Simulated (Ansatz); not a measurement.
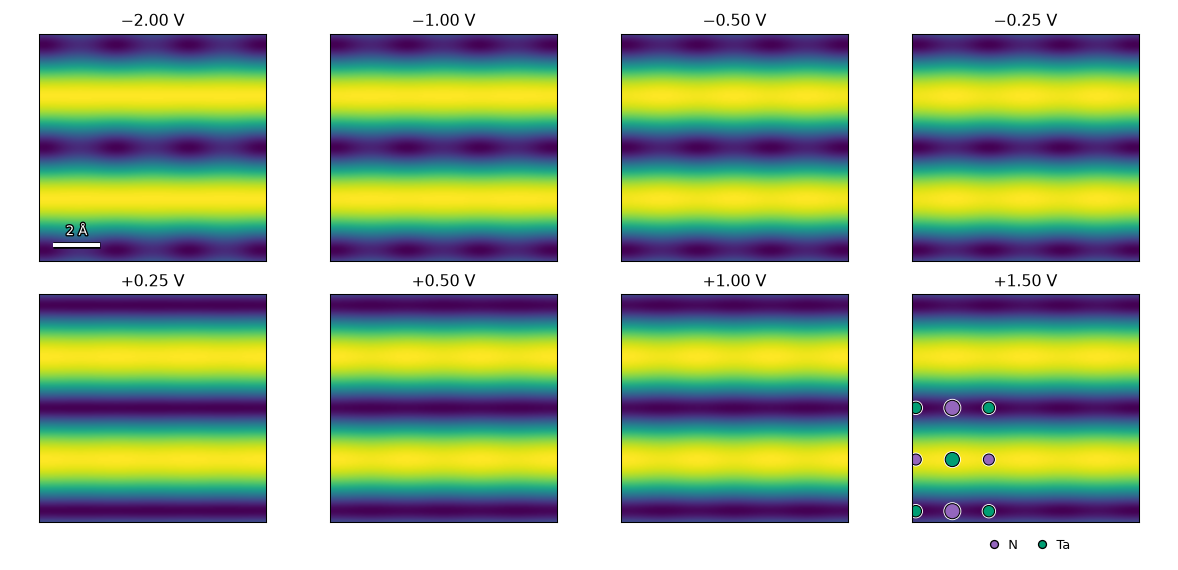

Constant-current images of TaN(110) (Fm-3m bulk, 8 atomic planes (those closer than 0.6 Å count as one), 11 Å, TaN-terminated) at 8 sample biases, each on its own colour scale; the last has the atoms seen from above drawn over one corner (deeper ones smaller).

The STM signal is simulated in the Tersoff–Hamann approximation. Bias windows are sharp sums over the levels of the k mesh.

Method: Ansatz 0.2.0, DFT PBE, scalar-relativistic, plane waves, PAW. Cutoff 420 eV, 16 × 12 k-points, Gaussian smearing 0.05 eV, dipole correction. The slab is a cut without reconstruction beyond its cell, at the source's lattice constants, with its lower half held fixed and the rest relaxed. No spin polarisation. Spin–orbit coupling is left out; with Ta it can shift levels and gaps. The run warns that the functional's potential is rough in the thin density of the vacuum, where the tip is; weak contrasts and barriers may feel it. On this mesh the free atoms still feel up to 0.20 eV/Å.

**How do the images change with bias?**

```json
{"bias": "−2.00 V", "set point (e/Å³)": "1.9 × 10⁻⁴", "corrugation": "50 pm", "brightest over": "top Ta atoms and sites above the N atoms 1.8 Å below the top plane"}
{"bias": "−1.00 V", "set point (e/Å³)": "1.7 × 10⁻⁴", "corrugation": "52 pm", "brightest over": "top Ta atoms and sites above the N atoms 1.8 Å below the top plane"}
{"bias": "−0.50 V", "set point (e/Å³)": "1.6 × 10⁻⁴", "corrugation": "54 pm", "brightest over": "top Ta atoms and sites above the N atoms 1.8 Å below the top plane"}
{"bias": "−0.25 V", "set point (e/Å³)": "9.7 × 10⁻⁵", "corrugation": "62 pm", "brightest over": "top Ta atoms and sites above the N atoms 1.8 Å below the top plane"}
{"bias": "+0.25 V", "set point (e/Å³)": "9.9 × 10⁻⁵", "corrugation": "70 pm", "brightest over": "sites above the N atoms 1.8 Å below the top plane and top Ta atoms"}
{"bias": "+0.50 V", "set point (e/Å³)": "1.6 × 10⁻⁴", "corrugation": "63 pm", "brightest over": "sites above the N atoms 1.8 Å below the top plane and top Ta atoms"}
{"bias": "+1.00 V", "set point (e/Å³)": "2.8 × 10⁻⁴", "corrugation": "65 pm", "brightest over": "sites above the N atoms 1.8 Å below the top plane and top Ta atoms"}
{"bias": "+1.50 V", "set point (e/Å³)": "3.9 × 10⁻⁴", "corrugation": "66 pm", "brightest over": "top Ta atoms and sites above the N atoms 1.8 Å below the top plane"}
```

The slab has states at the Fermi level, so this model gives a current down to small biases. Its work function (top face) is 4.29 eV.
